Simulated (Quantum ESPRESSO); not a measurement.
# 2H-MoS2: a series in the number of layers, part 6 of 8

What law, if any, do the results for 2H-MoS2 follow against the number of layers?

Quantum ESPRESSO 7.5; plane-wave DFT, PBE-D3(BJ), GBRV ultrasoft pseudopotentials.

So far. Step 9 (Electrostatic potential, 1 layers): The slope in the vacuum is 0.100 eV/Å for an applied 0.10 V/Å, as it should be. Step 11 (Relaxation with pw.x, 2 layers): The relaxation lowers the energy by 36 meV an atom.

### 15. Relaxing the ions, 5 layers

System of this step: 2H-MoS2, 5 layers, AA' stacking. The cell holds 15 atoms: 10 S and 5 Mo. Its edges and angles: a = 3.180 Å, b = 3.180 Å, c = 45.513 Å, α = 90.0°, β = 90.0°, γ = 120.0°. It derives from MoS2. Vacuum lies along c.

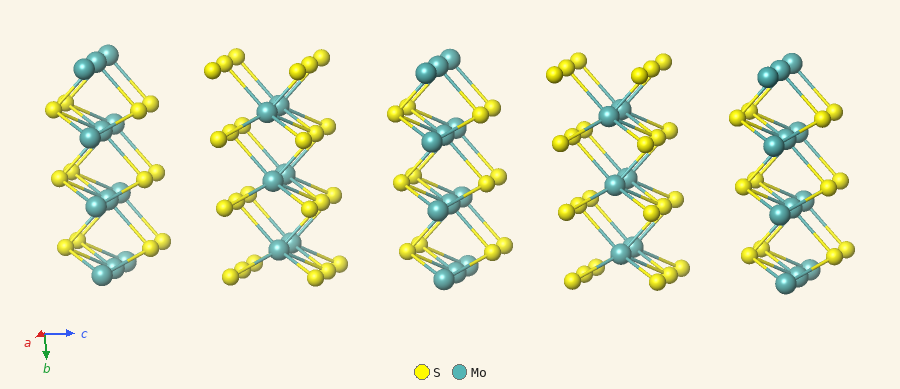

The cell of this step (sulfur yellow, molybdenum teal). Bonds to atoms that aren't drawn are left out. 2×3×1 cells are drawn. Some periodic images of atoms are drawn too.

m4.relax.in reads:

```
&control
  prefix = 'm4.relax'
  outdir = './out'
  pseudo_dir = './pseudo'
  nstep = 90
  forc_conv_thr = 6e-05
  calculation = 'relax'
  etot_conv_thr = 1e-07
/
&system
  ibrav = 0
  nat = 15
  ntyp = 2
  ecutwfc = 40
  ecutrho = 200
  vdw_corr = 'grimme-d3'
  dftd3_version = 4
  occupations = 'fixed'
/
&electrons
  conv_thr = 1e-10
  mixing_beta = 0.4
  electron_maxstep = 120
/
&ions
/
ATOMIC_SPECIES
  S   32.0600  s_pbe_v1.4.uspp.F.UPF
  Mo  95.9500  mo_pbe_v1.uspp.F.UPF
CELL_PARAMETERS angstrom
  3.18000000000000 0.00000000000000 0.00000000000000
  -1.59000000000000 2.75396078403451 0.00000000000000
  0.00000000000000 0.00000000000000 45.51298868999791
ATOMIC_POSITIONS crystal
  S   0.333333333300 0.666666666700 0.175773998374
  Mo  0.000000000000 0.000000000000 0.211616488968
  S   0.333333333300 0.666666666700 0.247458979561
  S   0.000000000000 0.000000000000 0.319965753890
  Mo  0.333333333300 0.666666666700 0.355808244484
  S   0.000000000000 0.000000000000 0.391650735077
  S   0.333333333300 0.666666666700 0.464157509407
  Mo  0.000000000000 0.000000000000 0.500000000000
  S   0.333333333300 0.666666666700 0.535842490593
  S   0.000000000000 0.000000000000 0.608349264923
  Mo  0.333333333300 0.666666666700 0.644191755516
  S   0.000000000000 0.000000000000 0.680034246110
  S   0.333333333300 0.666666666700 0.752541020439
  Mo  0.000000000000 0.000000000000 0.788383511032
  S   0.333333333300 0.666666666700 0.824226001626
K_POINTS automatic
  6 6 1 0 0 0
```

The run is started by

```sh
> OMP_NUM_THREADS=1 mpirun -n 8 pw.x -nk 2 -in m4.relax.in > m4.relax.out
```

What it wrote:

```text
[banner, memory and clock lines left out]
Program PWSCF v.7.5 starts
[...]
Message from routine setup:
[...]
number of electrons       =       130.00
     number of Kohn-Sham states=           65
     kinetic-energy cutoff     =      40.0000  Ry
     charge density cutoff     =     200.0000  Ry
[...]
number of k points=     7
[...]
Dense  grid:   128793 G-vectors     FFT dimensions: (  27,  27, 400)
[...]
negative rho (up, down):  2.947E-03 0.000E+00
     Starting wfcs are  105 randomized atomic wfcs
[...]
negative rho (up, down):  3.008E-03 0.000E+00
[...]
estimated scf accuracy    <       0.49330868 Ry
[...]
negative rho (up, down):  3.014E-03 0.000E+00
[...]
estimated scf accuracy    <       0.12469938 Ry
[...]
negative rho (up, down):  3.041E-03 0.000E+00
[...]
estimated scf accuracy    <       0.02686739 Ry
[...]
negative rho (up, down):  3.048E-03 0.000E+00
[...]
estimated scf accuracy    <       0.00662256 Ry
[...]
negative rho (up, down):  3.053E-03 0.000E+00
[...]
estimated scf accuracy    <       0.01740712 Ry
[...]
negative rho (up, down):  3.052E-03 0.000E+00
[...]
estimated scf accuracy    <       0.00508831 Ry
[...]
negative rho (up, down):  3.051E-03 0.000E+00
[...]
estimated scf accuracy    <       0.00252416 Ry
[...]
negative rho (up, down):  3.050E-03 0.000E+00
[...]
estimated scf accuracy    <       0.00033037 Ry
[...]
negative rho (up, down):  3.052E-03 0.000E+00
[...]
estimated scf accuracy    <       0.00215264 Ry
[...]
negative rho (up, down):  3.052E-03 0.000E+00
[...]
estimated scf accuracy    <       0.00029053 Ry
[...]
negative rho (up, down):  3.051E-03 0.000E+00
[...]
estimated scf accuracy    <       0.00010417 Ry
[...]
negative rho (up, down):  3.050E-03 0.000E+00
[...]
estimated scf accuracy    <       0.00003914 Ry
[...]
negative rho (up, down):  3.050E-03 0.000E+00
[...]
estimated scf accuracy    <       0.00000651 Ry
[...]
negative rho (up, down):  3.050E-03 0.000E+00
[...]
estimated scf accuracy    <       0.00000169 Ry
[...]
negative rho (up, down):  3.050E-03 0.000E+00
[...]
estimated scf accuracy    <       0.00000037 Ry
[...]
negative rho (up, down):  3.050E-03 0.000E+00
[...]
estimated scf accuracy    <       0.00000156 Ry
[...]
negative rho (up, down):  3.050E-03 0.000E+00
[...]
estimated scf accuracy    <       0.00000002 Ry
[...]
negative rho (up, down):  3.050E-03 0.000E+00
[...]
estimated scf accuracy    <       0.00000011 Ry
[...]
negative rho (up, down):  3.050E-03 0.000E+00
[...]
estimated scf accuracy    <       0.00000002 Ry
[...]
negative rho (up, down):  3.050E-03 0.000E+00
[...]
estimated scf accuracy    <          6.3E-09 Ry
[...]
negative rho (up, down):  3.050E-03 0.000E+00
[...]
estimated scf accuracy    <          5.1E-09 Ry
[...]
negative rho (up, down):  3.050E-03 0.000E+00
[...]
estimated scf accuracy    <          3.8E-09 Ry
[...]
negative rho (up, down):  3.050E-03 0.000E+00
[...]
highest occupied level (ev):     5.2492
!    total energy              =    -939.01862130 Ry
     estimated scf accuracy    <          9.4E-11 Ry
[...]
one-electron contribution =   -8549.48016121 Ry
     hartree contribution      =    4305.36252931 Ry
     xc contribution           =    -180.90958424 Ry
     ewald contribution        =    3486.40141028 Ry
[...]
convergence has been achieved in  23 iterations
     negative rho (up, down):  3.050E-03 0.000E+00
[...]
Total force =     0.149288     Total SCF correction =     0.000047
[...]
negative rho (up, down):  3.083E-03 0.000E+00
[...]
negative rho (up, down):  3.079E-03 0.000E+00
[...]
estimated scf accuracy    <       0.00108384 Ry
[...]
negative rho (up, down):  3.075E-03 0.000E+00
[...]
estimated scf accuracy    <       0.00150794 Ry
[...]
negative rho (up, down):  3.070E-03 0.000E+00
[...]
estimated scf accuracy    <       0.00007389 Ry
[...]
negative rho (up, down):  3.070E-03 0.000E+00
[...]
estimated scf accuracy    <       0.00036715 Ry
[...]
negative rho (up, down):  3.070E-03 0.000E+00
[...]
estimated scf accuracy    <       0.00015860 Ry
[...]
negative rho (up, down):  3.070E-03 0.000E+00
[...]
estimated scf accuracy    <       0.00001184 Ry
[...]
negative rho (up, down):  3.070E-03 0.000E+00
[...]
estimated scf accuracy    <       0.00000257 Ry
[...]
negative rho (up, down):  3.069E-03 0.000E+00
[...]
estimated scf accuracy    <       0.00000417 Ry
[...]
negative rho (up, down):  3.069E-03 0.000E+00
[...]
estimated scf accuracy    <       0.00000200 Ry
[...]
negative rho (up, down):  3.069E-03 0.000E+00
[...]
estimated scf accuracy    <       0.00000092 Ry
[...]
negative rho (up, down):  3.069E-03 0.000E+00
[...]
estimated scf accuracy    <       0.00000059 Ry
[...]
negative rho (up, down):  3.069E-03 0.000E+00
[...]
estimated scf accuracy    <       0.00000006 Ry
[...]
negative rho (up, down):  3.069E-03 0.000E+00
[...]
estimated scf accuracy    <       0.00000002 Ry
[...]
negative rho (up, down):  3.069E-03 0.000E+00
[...]
estimated scf accuracy    <       0.00000001 Ry
[...]
negative rho (up, down):  3.069E-03 0.000E+00
[...]
estimated scf accuracy    <          1.3E-09 Ry
[...]
negative rho (up, down):  3.069E-03 0.000E+00
[...]
estimated scf accuracy    <          1.3E-09 Ry
[...]
negative rho (up, down):  3.069E-03 0.000E+00
[...]
estimated scf accuracy    <          2.8E-10 Ry
[...]
negative rho (up, down):  3.069E-03 0.000E+00
[...]
estimated scf accuracy    <          9.6E-10 Ry
[...]
negative rho (up, down):  3.069E-03 0.000E+00
[...]
estimated scf accuracy    <          6.3E-10 Ry
[...]
negative rho (up, down):  3.069E-03 0.000E+00
[...]
highest occupied level (ev):     5.3086
!    total energy              =    -939.03726498 Ry
     estimated scf accuracy    <          9.0E-12 Ry
[...]
one-electron contribution =   -8572.75668355 Ry
     hartree contribution      =    4316.93439063 Ry
     xc contribution           =    -181.08764282 Ry
     ewald contribution        =    3498.26604602 Ry
[...]
convergence has been achieved in  20 iterations
     negative rho (up, down):  3.069E-03 0.000E+00
[...]
Total force =     0.099884     Total SCF correction =     0.000012
[...]
negative rho (up, down):  3.102E-03 0.000E+00
[...]
estimated scf accuracy    <       0.00000127 Ry
[...]
negative rho (up, down):  3.115E-03 0.000E+00
[...]
estimated scf accuracy    <       0.00000041 Ry
[...]
negative rho (up, down):  3.115E-03 0.000E+00
[...]
estimated scf accuracy    <       0.00000151 Ry
[...]
negative rho (up, down):  3.115E-03 0.000E+00
[...]
estimated scf accuracy    <       0.00000011 Ry
[...]
negative rho (up, down):  3.115E-03 0.000E+00
[...]
estimated scf accuracy    <       0.00000004 Ry
[...]
negative rho (up, down):  3.115E-03 0.000E+00
[...]
estimated scf accuracy    <       0.00000003 Ry
[...]
negative rho (up, down):  3.115E-03 0.000E+00
[...]
estimated scf accuracy    <          6.1E-09 Ry
[...]
negative rho (up, down):  3.115E-03 0.000E+00
[...]
estimated scf accuracy    <          9.3E-09 Ry
[...]
negative rho (up, down):  3.115E-03 0.000E+00
[...]
estimated scf accuracy    <          4.1E-09 Ry
[...]
negative rho (up, down):  3.115E-03 0.000E+00
[...]
estimated scf accuracy    <          7.6E-10 Ry
[...]
negative rho (up, down):  3.115E-03 0.000E+00
[...]
estimated scf accuracy    <          8.8E-10 Ry
[...]
negative rho (up, down):  3.115E-03 0.000E+00
[...]
estimated scf accuracy    <          7.6E-11 Ry
[...]
negative rho (up, down):  3.115E-03 0.000E+00
[...]
estimated scf accuracy    <          4.4E-11 Ry
[...]
negative rho (up, down):  3.115E-03 0.000E+00
[...]
highest occupied level (ev):     5.4254
!    total energy              =    -939.05124479 Ry
     estimated scf accuracy    <          2.2E-12 Ry
[...]
one-electron contribution =   -8620.53281792 Ry
     hartree contribution      =    4340.68838398 Ry
     xc contribution           =    -181.42842342 Ry
     ewald contribution        =    3522.61611028 Ry
[...]
convergence has been achieved in  14 iterations
     negative rho (up, down):  3.115E-03 0.000E+00
[...]
Total force =     0.003254     Total SCF correction =     0.000008
[...]
negative rho (up, down):  3.119E-03 0.000E+00
[...]
negative rho (up, down):  3.119E-03 0.000E+00
[...]
estimated scf accuracy    <       0.00000175 Ry
[...]
negative rho (up, down):  3.119E-03 0.000E+00
[...]
estimated scf accuracy    <       0.00000303 Ry
[...]
negative rho (up, down):  3.119E-03 0.000E+00
[...]
estimated scf accuracy    <       0.00000081 Ry
[...]
negative rho (up, down):  3.119E-03 0.000E+00
[...]
estimated scf accuracy    <       0.00000038 Ry
[...]
negative rho (up, down):  3.119E-03 0.000E+00
[...]
estimated scf accuracy    <       0.00000010 Ry
[...]
negative rho (up, down):  3.119E-03 0.000E+00
[...]
estimated scf accuracy    <       0.00000007 Ry
[...]
negative rho (up, down):  3.119E-03 0.000E+00
[...]
estimated scf accuracy    <       0.00000005 Ry
[...]
negative rho (up, down):  3.119E-03 0.000E+00
[...]
estimated scf accuracy    <          6.6E-09 Ry
[...]
negative rho (up, down):  3.119E-03 0.000E+00
[...]
estimated scf accuracy    <          8.8E-09 Ry
[...]
negative rho (up, down):  3.119E-03 0.000E+00
[...]
estimated scf accuracy    <          4.7E-09 Ry
[...]
negative rho (up, down):  3.119E-03 0.000E+00
[...]
estimated scf accuracy    <          3.8E-10 Ry
[...]
negative rho (up, down):  3.119E-03 0.000E+00
[...]
estimated scf accuracy    <          1.8E-10 Ry
[...]
negative rho (up, down):  3.119E-03 0.000E+00
[...]
estimated scf accuracy    <          1.8E-10 Ry
[...]
negative rho (up, down):  3.119E-03 0.000E+00
[...]
estimated scf accuracy    <          2.9E-11 Ry
[...]
negative rho (up, down):  3.119E-03 0.000E+00
[...]
highest occupied level (ev):     5.4240
!    total energy              =    -939.05126448 Ry
     estimated scf accuracy    <          1.4E-12 Ry
[...]
one-electron contribution =   -8623.26195210 Ry
     hartree contribution      =    4342.05492795 Ry
     xc contribution           =    -181.42364179 Ry
     ewald contribution        =    3523.97391424 Ry
[...]
convergence has been achieved in  15 iterations
     negative rho (up, down):  3.119E-03 0.000E+00
[...]
Total force =     0.003523     Total SCF correction =     0.000005
[...]
negative rho (up, down):  3.125E-03 0.000E+00
[...]
negative rho (up, down):  3.
[...]
negative rho (up, down):  4.463E-03 0.000E+00
[...]
estimated scf accuracy    <       0.00000129 Ry
[...]
negative rho (up, down):  4.463E-03 0.000E+00
[...]
estimated scf accuracy    <       0.00000013 Ry
[...]
negative rho (up, down):  4.463E-03 0.000E+00
[...]
estimated scf accuracy    <       0.00000002 Ry
[...]
negative rho (up, down):  4.463E-03 0.000E+00
[...]
estimated scf accuracy    <          4.9E-09 Ry
[...]
negative rho (up, down):  4.463E-03 0.000E+00
[...]
estimated scf accuracy    <          7.5E-10 Ry
[...]
negative rho (up, down):  4.463E-03 0.000E+00
[...]
estimated scf accuracy    <          1.9E-09 Ry
[...]
negative rho (up, down):  4.463E-03 0.000E+00
[...]
estimated scf accuracy    <          1.0E-09 Ry
[...]
negative rho (up, down):  4.463E-03 0.000E+00
[...]
estimated scf accuracy    <          8.5E-10 Ry
[...]
negative rho (up, down):  4.463E-03 0.000E+00
[...]
estimated scf accuracy    <          4.7E-10 Ry
[...]
negative rho (up, down):  4.463E-03 0.000E+00
[...]
estimated scf accuracy    <          1.6E-10 Ry
[...]
negative rho (up, down):  4.463E-03 0.000E+00
[...]
highest occupied level (ev):     5.7025
!    total energy              =    -939.05970650 Ry
     estimated scf accuracy    <          6.4E-12 Ry
[...]
one-electron contribution =  -11552.91019689 Ry
     hartree contribution      =    5806.84472182 Ry
     xc contribution           =    -181.55904600 Ry
     ewald contribution        =    4988.98193334 Ry
[...]
convergence has been achieved in  20 iterations
     negative rho (up, down):  4.463E-03 0.000E+00
[...]
Total force =     0.024765     Total SCF correction =     0.000016
[...]
negative rho (up, down):  4.498E-03 0.000E+00
[...]
negative rho (up, down):  4.501E-03 0.000E+00
[...]
estimated scf accuracy    <       0.00018940 Ry
[...]
negative rho (up, down):  4.503E-03 0.000E+00
[...]
estimated scf accuracy    <       0.00023893 Ry
[...]
negative rho (up, down):  4.505E-03 0.000E+00
[...]
estimated scf accuracy    <       0.00006337 Ry
[...]
negative rho (up, down):  4.506E-03 0.000E+00
[...]
estimated scf accuracy    <       0.00002393 Ry
[...]
negative rho (up, down):  4.506E-03 0.000E+00
[...]
estimated scf accuracy    <       0.00000449 Ry
[...]
negative rho (up, down):  4.506E-03 0.000E+00
[...]
estimated scf accuracy    <       0.00000254 Ry
[...]
negative rho (up, down):  4.506E-03 0.000E+00
[...]
estimated scf accuracy    <       0.00000062 Ry
[...]
negative rho (up, down):  4.506E-03 0.000E+00
[...]
estimated scf accuracy    <       0.00000066 Ry
[...]
negative rho (up, down):  4.506E-03 0.000E+00
[...]
estimated scf accuracy    <       0.00000029 Ry
[...]
negative rho (up, down):  4.506E-03 0.000E+00
[...]
estimated scf accuracy    <       0.00000031 Ry
[...]
negative rho (up, down):  4.506E-03 0.000E+00
[...]
estimated scf accuracy    <       0.00000007 Ry
[...]
negative rho (up, down):  4.506E-03 0.000E+00
[...]
estimated scf accuracy    <       0.00000003 Ry
[...]
negative rho (up, down):  4.506E-03 0.000E+00
[...]
estimated scf accuracy    <       0.00000001 Ry
[...]
negative rho (up, down):  4.506E-03 0.000E+00
[...]
estimated scf accuracy    <          2.7E-10 Ry
[...]
negative rho (up, down):  4.506E-03 0.000E+00
[...]
estimated scf accuracy    <          3.5E-09 Ry
[...]
negative rho (up, down):  4.506E-03 0.000E+00
[...]
```

The job ended after 31 min (8 MPI ranks of Arm Neoverse V2, shared host; peak memory 1.2 GiB).

The steps of the relaxation (22 of 40):

```tsv
step	energy less that of the first step (eV)	largest force (eV/Å)
1	0.0000	1.2625
3	-0.4114	0.3784
5	-0.4439	0.0354
7	-0.4445	0.0530
8	-0.4450	0.0613
10	-0.4471	0.0811
12	-0.4517	0.1070
14	-0.4619	0.1494
16	-0.4795	0.2064
18	-0.4916	0.2420
20	-0.5036	0.0427
21	-0.5038	0.0443
23	-0.5044	0.0446
25	-0.5067	0.0582
27	-0.5117	0.1176
29	-0.5222	0.2185
31	-0.5399	0.3557
33	-0.5557	0.4725
34	-0.5590	0.4100
36	-0.5690	0.0100
38	-0.5691	0.0025
40	-0.5691	0.0002
```

The atoms that moved most (Å):

```tsv
atom	dx	dy	dz	length
S1	0.000	0.000	1.025	1.025
S15	0.000	0.000	-1.025	1.025
Mo2	0.000	0.000	0.951	0.951
Mo14	0.000	0.000	-0.951	0.951
S13	0.000	0.000	-0.877	0.877
S3	0.000	0.000	0.877	0.877
S4	0.000	0.000	0.551	0.551
S12	0.000	0.000	-0.551	0.551
```

The relaxation lowers the energy by 38 meV an atom.

Numbers from this step:

- free energy: -12776.5683 eV
- valence top, on the run's zero: 5.698 eV

### 16. Self-consistent run, 5 layers

m4.f0.in reads:

```
&control
  prefix = 'm4.f0'
  outdir = './out'
  pseudo_dir = './pseudo'
  calculation = 'scf'
  tprnfor = .true.
  tefield = .true.
  dipfield = .true.
/
&system
  ibrav = 0
  nat = 15
  ntyp = 2
  ecutwfc = 40
  ecutrho = 200
  vdw_corr = 'grimme-d3'
  dftd3_version = 4
  occupations = 'fixed'
  edir = 3
  emaxpos = 0.97
  eopreg = 0.04
  eamp = 0.0
  nbnd = 69
/
&electrons
  conv_thr = 1e-09
  mixing_beta = 0.4
  electron_maxstep = 120
  mixing_mode = 'plain'
/
ATOMIC_SPECIES
  S   32.0600  s_pbe_v1.4.uspp.F.UPF
  Mo  95.9500  mo_pbe_v1.uspp.F.UPF
CELL_PARAMETERS angstrom
  3.18000000000000 0.00000000000000 0.00000000000000
  -1.59000000000000 2.75396078403451 0.00000000000000
  0.00000000000000 0.00000000000000 45.51298868999791
ATOMIC_POSITIONS crystal
  S   0.333333333300 0.666666666700 0.198298241100
  Mo  0.000000000000 0.000000000000 0.232521107400
  S   0.333333333300 0.666666666700 0.266717838100
  S   0.000000000000 0.000000000000 0.332071203000
  Mo  0.333333333300 0.666666666700 0.366265976400
  S   0.000000000000 0.000000000000 0.400462413800
  S   0.333333333300 0.666666666700 0.465806638600
  Mo  0.000000000000 0.000000000000 0.500000000000
  S   0.333333333300 0.666666666700 0.534193361400
  S   0.000000000000 0.000000000000 0.599537586200
  Mo  0.333333333300 0.666666666700 0.633734023600
  S   0.000000000000 0.000000000000 0.667928797000
  S   0.333333333300 0.666666666700 0.733282161900
  Mo  0.000000000000 0.000000000000 0.767478892600
  S   0.333333333300 0.666666666700 0.801701758900
K_POINTS automatic
  6 6 1 0 0 0
```

The run is started by

```sh
> OMP_NUM_THREADS=1 mpirun -n 8 pw.x -nk 2 -in m4.f0.in > m4.f0.out
```

What it wrote:

```text
[banner, memory and clock lines left out]
Program PWSCF v.7.5 starts
[...]
number of electrons       =       130.00
     number of Kohn-Sham states=           69
     kinetic-energy cutoff     =      40.0000  Ry
     charge density cutoff     =     200.0000  Ry
[...]
number of k points=    20
[...]
Dense  grid:   128793 G-vectors     FFT dimensions: (  27,  27, 400)
[...]
negative rho (up, down):  4.283E-03 0.000E+00
[...]
Starting wfcs are  105 randomized atomic wfcs
[...]
negative rho (up, down):  4.329E-03 0.000E+00
[...]
estimated scf accuracy    <       0.49936555 Ry
[...]
negative rho (up, down):  4.326E-03 0.000E+00
[...]
estimated scf accuracy    <       0.10634042 Ry
[...]
negative rho (up, down):  4.352E-03 0.000E+00
[...]
estimated scf accuracy    <       0.02462964 Ry
[...]
negative rho (up, down):  4.353E-03 0.000E+00
[...]
estimated scf accuracy    <       0.00589137 Ry
[...]
negative rho (up, down):  4.353E-03 0.000E+00
[...]
estimated scf accuracy    <       0.01533592 Ry
[...]
negative rho (up, down):  4.351E-03 0.000E+00
[...]
estimated scf accuracy    <       0.00404792 Ry
[...]
negative rho (up, down):  4.350E-03 0.000E+00
[...]
estimated scf accuracy    <       0.00126705 Ry
[...]
negative rho (up, down):  4.349E-03 0.000E+00
[...]
estimated scf accuracy    <       0.00016512 Ry
[...]
negative rho (up, down):  4.349E-03 0.000E+00
[...]
estimated scf accuracy    <       0.00107783 Ry
[...]
negative rho (up, down):  4.349E-03 0.000E+00
[...]
estimated scf accuracy    <       0.00011921 Ry
[...]
negative rho (up, down):  4.348E-03 0.000E+00
[...]
estimated scf accuracy    <       0.00000757 Ry
[...]
negative rho (up, down):  4.348E-03 0.000E+00
[...]
estimated scf accuracy    <       0.00000181 Ry
[...]
negative rho (up, down):  4.347E-03 0.000E+00
[...]
estimated scf accuracy    <       0.00000147 Ry
[...]
negative rho (up, down):  4.347E-03 0.000E+00
[...]
estimated scf accuracy    <       0.00000007 Ry
[...]
negative rho (up, down):  4.347E-03 0.000E+00
[...]
estimated scf accuracy    <       0.00000014 Ry
[...]
negative rho (up, down):  4.347E-03 0.000E+00
[...]
estimated scf accuracy    <       0.00000007 Ry
[...]
negative rho (up, down):  4.347E-03 0.000E+00
[...]
estimated scf accuracy    <       0.00000003 Ry
[...]
negative rho (up, down):  4.347E-03 0.000E+00
[...]
estimated scf accuracy    <          8.6E-09 Ry
[...]
negative rho (up, down):  4.347E-03 0.000E+00
[...]
estimated scf accuracy    <          7.8E-09 Ry
[...]
negative rho (up, down):  4.347E-03 0.000E+00
[...]
estimated scf accuracy    <          5.8E-09 Ry
[...]
negative rho (up, down):  4.347E-03 0.000E+00
[...]
Total length         82.5668 bohr
[...]
estimated scf accuracy    <          2.2E-09 Ry
[...]
negative rho (up, down):  4.347E-03 0.000E+00
[...]
Computed dipole along edir(3) :
        Dipole                0.0000 Ry au,          0.0001 Debye
        Dipole field          0.0000 Ry au,
        Potential amp.       -0.0000 Ry
        Total length         82.5668 bohr
[...]
highest occupied, lowest unoccupied level (ev):     5.6978    6.6036
!    total energy              =    -939.06044818 Ry
     estimated scf accuracy    <          2.3E-10 Ry
[...]
one-electron contribution =  -11595.75238481 Ry
     hartree contribution      =    5828.29177424 Ry
     xc contribution           =    -181.51952911 Ry
     ewald contribution        =    5010.33690720 Ry
[...]
electric field correction =       0.00000000 Ry
     convergence has been achieved in  22 iterations
     negative rho (up, down):  4.347E-03 0.000E+00
[...]
Total force =     0.000016     Total SCF correction =     0.000097
[...]
```

Elapsed: 2.4 min, on 8 MPI ranks; peak memory 1.3 GiB.

Numbers from this step:

| Item | Value |
| --- | --- |
| dipole along the normal | 2.08e-5 e·Å |
| conduction bottom, on the run's zero | 6.604 eV |
| gap by band count | 0.9058 eV |

(Part 6 of 8 ends here.)

[Logs are printed without paths, hosts, clocks, repeated set-up lines and the standing remarks that a program may print on its own settings, such as how far it seeks lower states.]

[Hosts, paths, dates, database ids (printed as entryN), source tags and the programs' standing remarks are cut or masked in the printed files.]

[Maps of the electrostatic potential energy from Ansatz leave out the sawtooth potential of an applied field or a dipole correction, so their vacuum need not be flat; planar profiles and work functions include it.]
